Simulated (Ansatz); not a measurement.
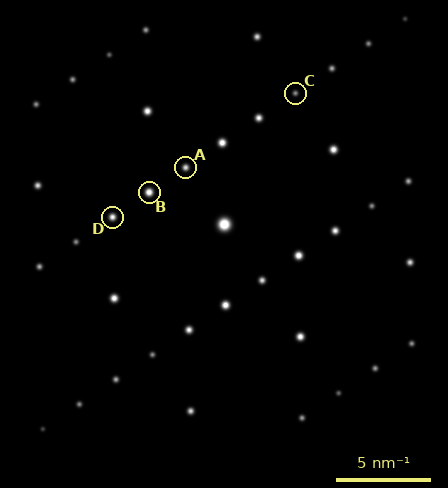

The pattern is a kinematic simulation for 100 kV electrons (no multiple scattering; isotropic B = 0.8 Å²). The zone axis points towards the electron source and the pattern is seen from the source side.

Ta, space group P6/mmm (No. 191), a = 4.86 Å, c = 2.73 Å (hexagonal axes). Structure: the end point of a relaxation with DFT, PBE, plane waves (420 eV) with PAW, scalar-relativistic (Ansatz 0.2.0); the starting structure was generated, so it need not be a known form of this composition.

```json
{"atom": "Ta", "site": "1a", "symmetry": "6/mmm", "x": "0.0000", "y": "0.0000", "z": "0.0000"}
{"atom": "Ta", "site": "2d", "symmetry": "-6m2", "x": "0.3333", "y": "0.6667", "z": "0.5000"}
```

Spot A is indexed 0 0 -1 and spot B 0 1 -1.

### Give hkl for C, D.

C = 4A − 3B = 0 -3 -1 (d = 1.249 Å). D = −A + 2B = 0 2 -1 (d = 1.668 Å).

### Find the zone axis.

The cross product of A and B is parallel to [100]; every spot obeys hu + kv + lw = 0.

### What are the spacings of A and B and the angle between them?

d(A) = 2.731 Å, d(B) = 2.291 Å, and the angle is 33.0°.
